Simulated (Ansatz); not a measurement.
CdS: band-structure calculation

- system: CdS (2 atoms in the cell)
- method: DFT, PBE, plane waves, PAW, no spin polarisation (Ansatz 0.2.0)

The structure derives from an entry of the Crystallography Open Database. The geometry comes from this level: r2SCAN (a point of a series of strains). Figures and captions count atoms from 1; the log counts them from 0 in places.

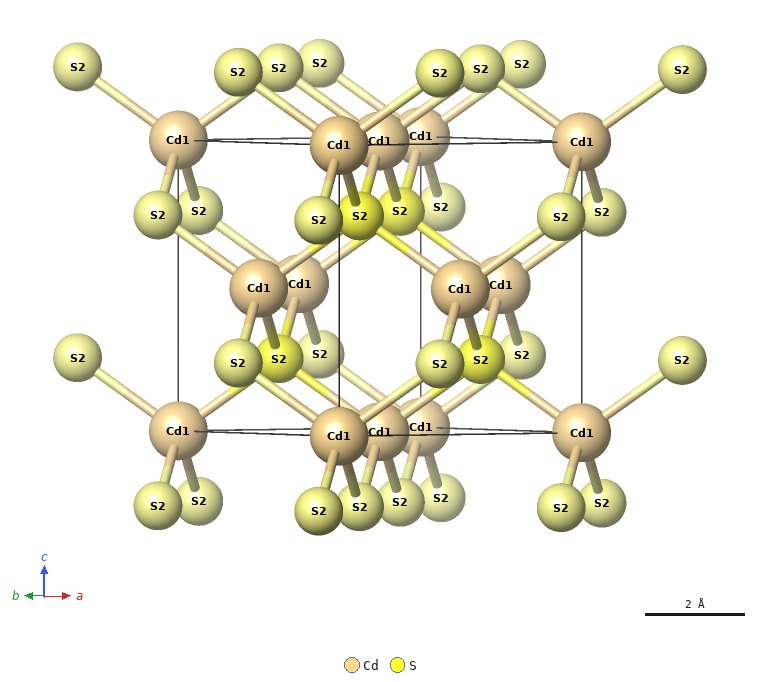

The input geometry (ball-and-stick view of the cell 4 times as large as that of the calculation, set on its symmetry axes, seen at an oblique angle; neighbours outside the cell are drawn fainter; atoms are numbered from 1 in the order of the input).

### Input
```yaml
crystal:
  lattice:
    - [0.0, 2.9392138876, 2.9392138876]
    - [2.9392138876, 0.0, 2.9392138876]
    - [2.9392138876, 2.9392138876, 0.0]
  atoms:
    - { symbol: Cd, position: [0.0, 0.0, 0.0] }
    - { symbol: S, position: [0.25, 0.25, 0.25] }
kpoints:
  mp_grid: { grid: [8, 8, 8] }
  band_path:
    path:
      - [0.0, 0.0, 0.0]
      - [-0.5, -0.5, 0.0]
      - [-0.375, -0.375, 0.25]
      - [-0.375, 0.0, 0.375]
      - [0.0, 0.0, 0.5]
      - [-0.5, -0.25, 0.25]
    npoints: 1
hamiltonian:
  xc: pbe
scf:
  occupations: { method: fermi_dirac, width: 0.02 }
  n_extra_bands: 4
output:
  forces: true
  stress: true
  eigenvalues: true
  write_density: true
  write_potential: true
  elf: true
  volumetric_format: npy
```

Run on 4 threads of Arm Neoverse V2, 24 GiB of memory available, shared host.

Command:
```bash
ansatz run input.yaml --threads 4 --pin off --max-ram 4608MiB --backend cpu --events-out ev --progress --plain --runs-dir out
```

### What the program printed
```
scf.n_extra_bands = 4 over 13 filled bands (N_el = 26.0): the run solves 17 bands
Engine: ansatz 0.2.0, aarch64-unknown-linux-gnu
Pseudopotentials: kind: paw
Pseudopotential: Cd, paw, valence charge 20, recommended cutoff 420 eV (normal), Cd.paw.azcp
Pseudopotential: S, paw, valence charge 6, recommended cutoff 420 eV (normal), S.paw.azcp
Functional definition: PBE
  parameter kappa = 0.804
  parameter beta = 0.06672455060314922
  exchange = pbe_x(kappa = kappa, mu = beta*pi^2/3)
  correlation = pbe_c(beta = beta)
Crystal: 2 atoms, lattice volume = 50.784 Å³
Basis set: ecut = 420 eV, 965 PW (Γ), exchange–correlation on 60×60×60 points (8 copies of the dense FFT grid, shifted against one another)
Bands: 17, of which v1, the nominal top of the filled ones, is band 13 counted from 1 (12 counted from 0)
Symmetry: 24 space group operations
Space group: F-43m (ITA 216), of the structure as read, at distance tolerance 3.7e-5 Å
k-points: 29 of 512 (time reversal used)
Non-local potential: Cd, projectors of the file, l = 0: 3, l = 1: 2, l = 2: 2, l = 3: 1
Non-local potential: S, projectors of the file, l = 0: 2, l = 1: 2, l = 2: 2
PAW form: soft (Blöchl's): semilocal exchange-correlation on the pseudo side does not see the compensation charge
PAW one-centre angular grid: Cd, 590 points (default); XC on 64 Gauss nodes
PAW one-centre angular grid: S, 110 points (default); XC on 64 Gauss nodes
Initial density: superposition of atomic densities (neutral atoms: chi_scale 0, normalization atom), corrected by the library's trained network
Initial wavefunctions: pseudopotential atomic-orbital guess
Functional: x = pbe(κ = 0.804, μ = 0.2195149727645171), c = pbe(β = 0.06672455060314922)
SCF iter   1: F=—  HF=-9157.822395 eV  |F-HF|=—  |Δ(HF+E_count)|=         —  Δρ=5.86e-4  dr2=2.47e-4  ethr=1.77e-3  ⟨swp⟩=5.9  Hψ=2501  notcnv=0
preconditioner: auto → none  [insulator: Δε(μ)=1.089 eV  Ē_g=12.276 eV  σ=0.020 eV  W_gap=1.00  n_scr=14 (ndim 8)  ℏωp=22.1 eV  f_vac=0.136  D(μ)=0.00/eV (n_scr^D=0)  ε∞_Penn≈4.2]
SCF iter   2: F=—  HF=-9157.823094 eV  |F-HF|=—  |Δ(HF+E_count)|=   6.99e-4  Δρ=3.25e-4  dr2=3.09e-5  ethr=9.51e-7  ⟨swp⟩=2.6  Hψ=1183  notcnv=0
SCF iter   3: F=—  HF=-9157.823119 eV  |F-HF|=—  |Δ(HF+E_count)|=   2.52e-5  Δρ=1.15e-4  dr2=3.12e-6  ethr=1.19e-7  ⟨swp⟩=2.0  Hψ=725  notcnv=0
SCF iter   4: F=—  HF=-9157.823137 eV  |F-HF|=—  |Δ(HF+E_count)|=   1.82e-5  Δρ=3.49e-5  dr2=2.81e-7  ethr=1.20e-8  ⟨swp⟩=2.0  Hψ=754  notcnv=0
iter 5 did not close the SCF: its close was put off for the readings that it lacked (scf_convergence_deferred on its scf_iter line)
SCF iter   5: F=-9157.823139 eV  HF=-9157.823139 eV  |F-HF|=4.70e-8  |Δ(HF+E_count)|=   2.21e-6  Δρ=5.80e-6  dr2=2.23e-8  ethr=1.08e-9  ⟨swp⟩=2.0  Hψ=754  notcnv=0
SCF iter   6: F=-9157.823139 eV  HF=-9157.823139 eV  |F-HF|=2.01e-9  |Δ(HF+E_count)|=   5.75e-8  Δρ=2.46e-6  dr2=2.39e-9  ethr=8.56e-11  ⟨swp⟩=5.1  Hψ=2723  notcnv=0
SCF 1 converged in 6 iterations: F = -9157.823139 eV  dr2 = 2.39e-9
  greatest PAW one-centre occupation: 1.000 electrons in one spin orbital (limit 2), on the Cd atom at site 0 (counted from 0), in its partial waves of l = 0
```

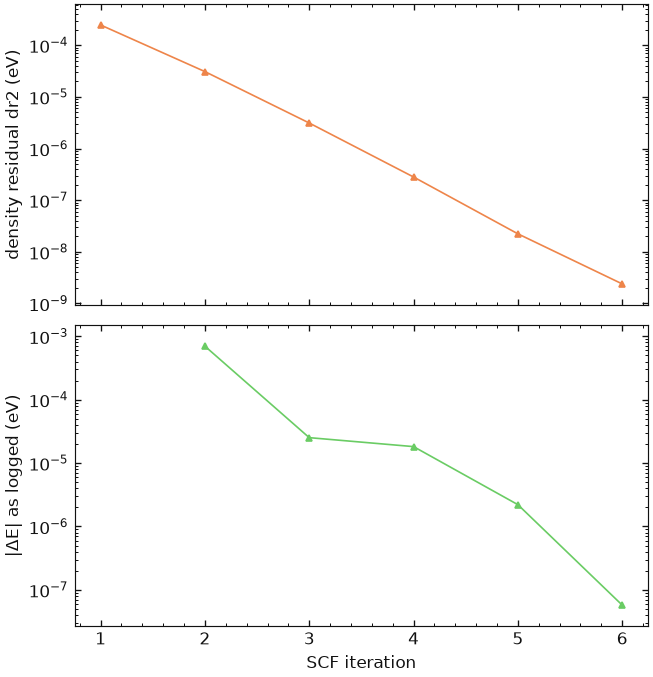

Convergence of the self-consistent field: density residual dr2 and size of the energy change against the SCF iteration. The residual falls at every step.

```
NSCF: frozen V_eff on 6 k-points
SCF converged after 6 iterations
Free energy (F): -9157.823139 eV
Harris-Foulkes:  -9157.823139 eV  (|F-HF|=2.01e-9)
Internal energy: -9157.823139 eV  (E = F + TS)
E sigma→0 (E₀):  -9157.823139 eV
Fermi energy:    7.144022 eV
--- Per-component energies (eV) ---
  E_band       = -513.541358
  E_kinetic    = 611.430643
  E_local      = -4046.726126  (includes V_loc(G=0)·N_el)
  E_nonlocal   = 62.170632
  E_hartree    = 1856.905778
  E_xc         = -273.695934
  E_vxc        = -308.839984  (∫ρ·V_xc dr)
  E_paw        = -4683.830616  (= ΣΔE_a)
  E_vpaw       = -545.387199  (= ΣTr[D̂ρ^β])
  E_aug_tail   = 0.000016  (compensation charges beyond the density's cutoff)
  E_ewald      = -2684.077533
  E_smearing   = -0.000000  (= −TS)
  E_closure    = 0.000000  (closes the sum)
  Σ components = -9157.823139   (vs F -9157.823139, Δ=0.00e0)
--- Forces (eV/Å), atoms counted from 1 ---
  atom   1  Cd     0.00000000     0.00000000     0.00000000
  atom   2  S     -0.00000000     0.00000000     0.00000000
  max |Σ_I F_I| component: 1.20e-16 eV/Å
--- Stress (GPa, compression-positive) ---
        1.385246      -0.000000      -0.000000
        0.000000       1.385246       0.000000
       -0.000000       0.000000       1.385246
  P = ⅓ Tr σ = 1.3852 GPa (13.852 kbar)
--- Band table (eV; the first three rows and the last of 29) ---
  k-point 0: bands = ["-94.6702", "-55.7422", "-55.7422", "-55.7422", "-5.6402", "-1.0551", "-1.0551", "-1.0551", "-0.6057", "-0.6057", "6.5853", "6.5853", "6.5853", "7.6805", "13.1155", "13.1155", "13.1155"]
  k-point 1: bands = ["-94.6702", "-55.7423", "-55.7422", "-55.7422", "-5.5809", "-1.0339", "-1.0339", "-1.0023", "-0.6066", "-0.6066", "5.5786", "6.4690", "6.4690", "8.5148", "12.8500", "13.3073", "13.3073"]
  k-point 2: bands = ["-94.6702", "-55.7425", "-55.7423", "-55.7423", "-5.4372", "-0.9881", "-0.9881", "-0.8159", "-0.6016", "-0.6016", "4.1514", "6.2068", "6.2068", "9.3148", "12.8327", "13.6054", "13.6054"]
  k-point 28: bands = ["-94.6701", "-55.7426", "-55.7426", "-55.7425", "-5.1105", "-0.8341", "-0.8190", "-0.6424", "-0.5976", "-0.0129", "2.7997", "4.4246", "4.4823", "11.9096", "12.0187", "13.7640", "14.6203"]
```

### File bands.tsv
```
# k_distance	band_0	band_1	band_2	band_3	band_4	band_5	band_6	band_7	band_8	band_9	band_10	band_11	band_12	band_13	band_14	band_15	band_16
# fermi_ev = 7.144022
# lock_threshold_ev = 1e-6
# [0, 0, 0] at k_distance = 0.000000
# [-0.5, -0.5, 0] at k_distance = 1.068855
# [-0.375, -0.375, 0.25] at k_distance = 1.446752
# [-0.375, 0, 0.375] at k_distance = 2.101289
# [0, 0, 0.5] at k_distance = 2.755826
# [-0.5, -0.25, 0.25] at k_distance = 3.511621
# levels_relative_to = fermi_ev
# free_energy_ev = -9157.823139
# largest_residual_norms_ev = 5.226e-4 4.106e-4 4.196e-4 4.886e-4 5.448e-4 2.410e-4 3.035e-4 3.178e-4 2.316e-4 3.776e-4 6.457e-4 1.305e-3 1.470e-3 6.857e-4 6.945e-4 1.207e-3 1.677e-3
0.000000	-101.814185	-62.886240	-62.886240	-62.886240	-12.784183	-8.199104	-8.199104	-8.199104	-7.749712	-7.749712	-0.558759	-0.558759	-0.558759	0.536455	5.971506	5.971506	5.971506
1.068855	-101.814165	-62.886778	-62.886471	-62.886471	-12.252981	-7.991973	-7.872170	-7.872170	-7.668668	-7.327284	-4.404743	-2.355394	-2.355394	3.036979	3.765240	8.537051	10.072270
1.446752	-101.814166	-62.886708	-62.886583	-62.886433	-12.264737	-8.010597	-7.924774	-7.832383	-7.707934	-7.205839	-4.377375	-2.984710	-2.019270	3.680145	4.830298	7.863918	8.395972
2.101289	-101.814166	-62.886708	-62.886583	-62.886433	-12.264737	-8.010597	-7.924774	-7.832383	-7.707934	-7.205839	-4.377375	-2.984710	-2.019270	3.680145	4.830298	7.863918	8.395972
2.755826	-101.814169	-62.886794	-62.886337	-62.886337	-12.378420	-8.085742	-8.085742	-7.714522	-7.714522	-7.390339	-4.815346	-1.276564	-1.276564	2.419432	6.433991	6.433991	6.830057
3.511621	-101.814165	-62.886666	-62.886595	-62.886472	-12.254533	-7.978165	-7.963011	-7.786451	-7.741670	-7.156925	-4.344348	-2.719389	-2.661754	4.765594	4.874646	6.619940	7.476241
```

### File rho_z.tsv
```
# z_ang	rho[e/angstrom^3]
# format = ansatz-planar-average/11
# lattice	0.000000000	2.939213888	2.939213888
# lattice	2.939213888	0.000000000	2.939213888
# lattice	2.939213888	2.939213888	0.000000000
# sites	2
# site	48	0.000000000	0.000000000	0.000000000
# site	16	1.469606944	1.469606944	1.469606944
0.000000	1.498549e0
0.138556	1.462969e0
0.277112	1.310389e0
0.415668	1.089177e0
0.554223	8.557982e-1
0.692779	6.537805e-1
0.831335	5.039030e-1
0.969891	4.059355e-1
1.108447	3.471626e-1
1.247003	3.117128e-1
1.385559	2.862506e-1
1.524115	2.616126e-1
1.662670	2.330605e-1
1.801226	2.003749e-1
1.939782	1.666186e-1
2.078338	1.356497e-1
2.216894	1.101833e-1
2.355450	9.128735e-2
2.494006	7.895372e-2
2.632562	7.313901e-2
2.771117	7.464246e-2
2.909673	8.582061e-2
3.048229	1.123258e-1
3.186785	1.658743e-1
3.325341	2.641899e-1
3.463897	4.239934e-1
3.602453	6.488260e-1
3.741009	9.187512e-1
3.879564	1.188790e0
4.018120	1.399565e0
```

### File v_z.tsv
```
# z_ang	v_es[eV]	v_tot[eV]
# format = ansatz-planar-average/11
# xc	pbe
# density_cutoff_ev	1680
# datasets	Cd=:simpson_from_first_knot:soft	S=:simpson_from_first_knot:soft
# lattice	0.000000000	2.939213888	2.939213888
# lattice	2.939213888	0.000000000	2.939213888
# lattice	2.939213888	2.939213888	0.000000000
# sites	2
# site	48	0.000000000	0.000000000	0.000000000
# site	16	1.469606944	1.469606944	1.469606944
0.000000	2.501221e0	-9.046793e0
0.138556	1.792194e0	-1.004100e1
0.277112	1.053444e0	-1.089723e1
0.415668	4.521734e-1	-1.148647e1
0.554223	1.773752e-1	-1.167598e1
0.692779	3.089239e-1	-1.141005e1
0.831335	7.984466e-1	-1.069852e1
0.969891	1.539048e0	-9.617212e0
1.108447	2.411496e0	-8.304910e0
1.247003	3.306191e0	-6.891287e0
1.385559	4.191125e0	-5.442996e0
1.524115	5.177853e0	-3.892532e0
1.662670	6.367703e0	-2.166856e0
1.801226	7.678152e0	-3.524819e-1
1.939782	8.890006e0	1.371213e0
2.078338	9.796641e0	2.784421e0
2.216894	1.033688e1	3.771402e0
2.355450	1.058656e1	4.408266e0
2.494006	1.062282e1	4.706611e0
2.632562	1.047415e1	4.651236e0
2.771117	1.015037e1	4.347624e0
2.909673	9.606014e0	3.689823e0
3.048229	8.823964e0	2.507212e0
3.186785	7.896139e0	9.632738e-1
3.325341	6.943866e0	-7.009284e-1
3.463897	6.045896e0	-2.363360e0
3.602453	5.224848e0	-3.940754e0
3.741009	4.474272e0	-5.412305e0
3.879564	3.782135e0	-6.768486e0
4.018120	3.141281e0	-7.969925e0
```

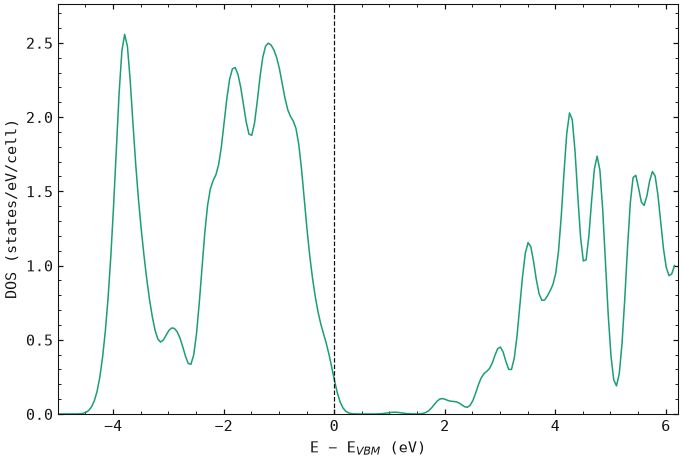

Density of states (the curve is built from the levels of the k mesh with Gaussians 0.3 eV wide, which also blur the band edges), with energies from the valence-band top. There is a gap of 1.10 eV on the k-point mesh. Small ripples come from the finite k-point mesh.

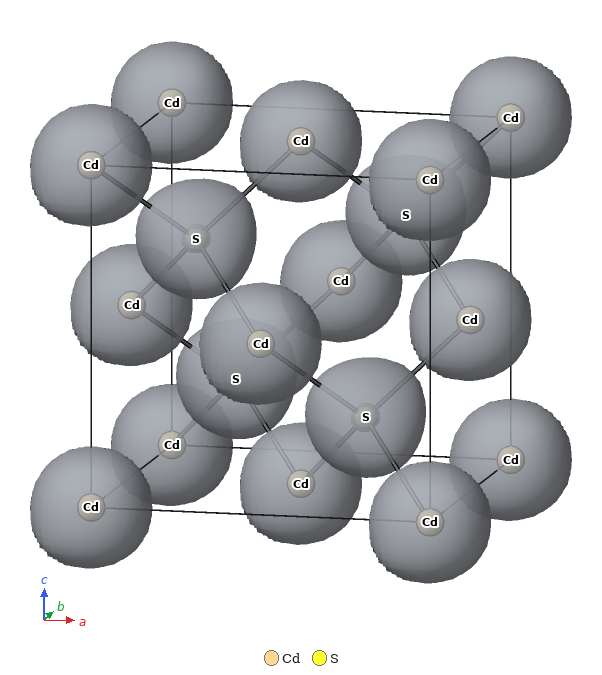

Isosurface of the valence pseudo-density at 0.5 e/Å³ (grey), seen slightly off an axis. Sticks mark near contacts. The outline is the cell set on symmetry axes. At this value the density breaks into separate islands; it holds about 80 % of the electrons treated as valence (semicore included). It is pinched off along the Cd–S (2.55 Å) contacts. On the grid the lowest density along these lines, outside the cores, is 0.4 e/Å³ (Cd–S, 2.55 Å). In a PAW calculation such maps are meaningful between the atoms, not at the nuclei.

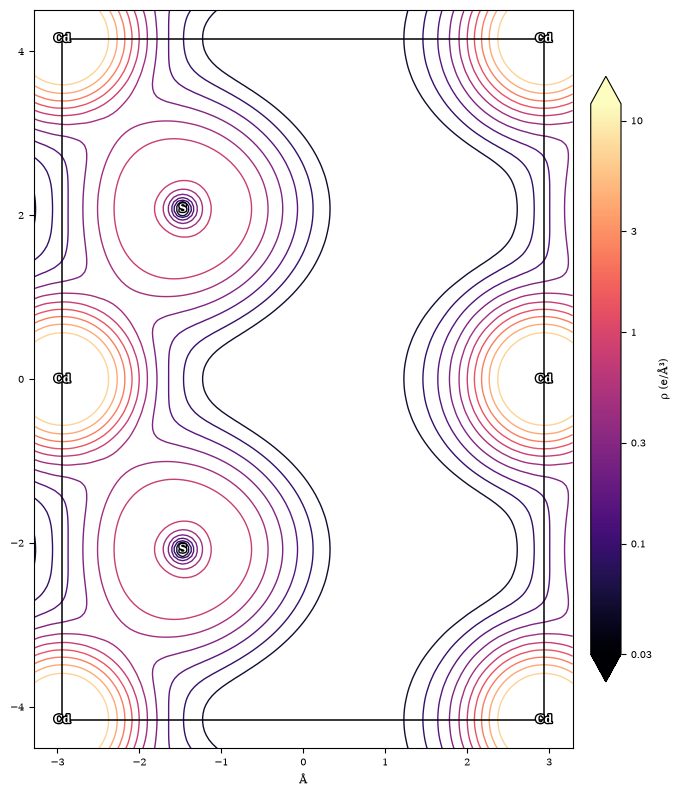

Valence electron density on the (011) plane of the conventional cell. Atoms in the plane: Cd and S. Cd–S (2.55 Å): ρ is about 0.41 e/Å³ halfway. Away from the nuclei the density in this plane falls to 0.01 e/Å³ at its lowest.

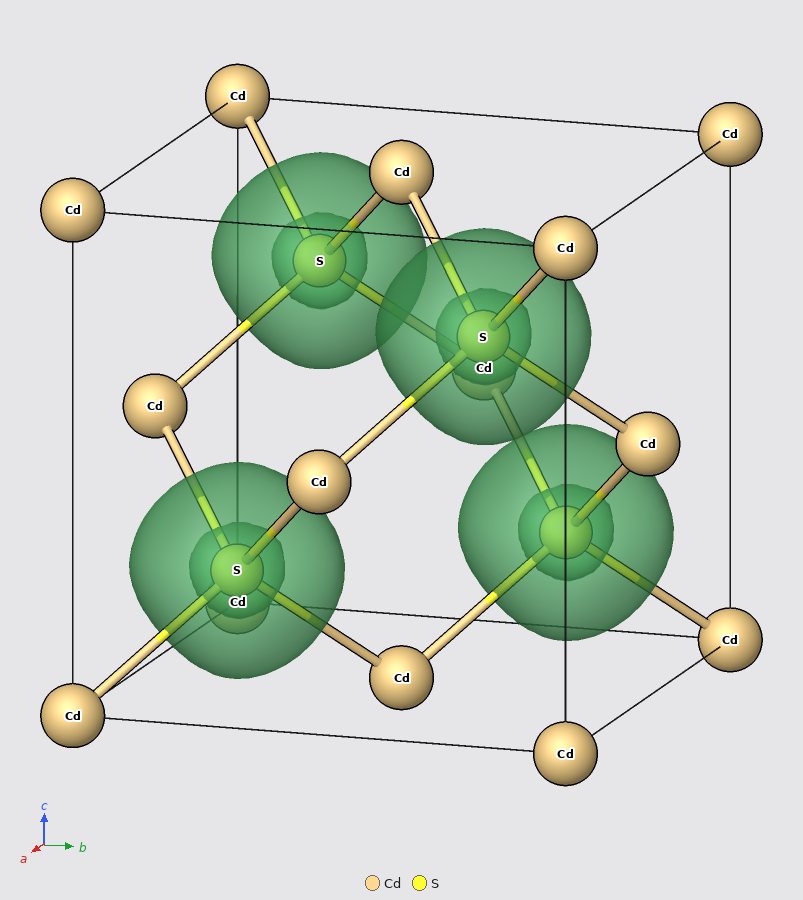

Isosurface of the electron localisation function at 0.7 (green), seen slightly off an axis. Core shells and regions of very low density are left out. Sticks mark near contacts. The outline is the cell set on symmetry axes. Profiles from the grid: Cd–S (2.55 Å): the ELF is about 0.30 at the midpoint.

### Summary

| quantity | value |
| --- | --- |
| outcome | converged |
| space group (tolerance 0.01 Å) | F-43m (216) |
| electrons treated | 26 |
| free energy | −9157.8231 eV |
| Fermi energy | 7.144 eV |
| gap on the k-point mesh | 1.10 eV |
| pressure | 1.39 GPa |
| largest force (length of the vector) | under 0.001 eV/Å |
| wall time | 0.84 s (CPU time 2.7 s) |
| peak memory | 0.33 GiB |
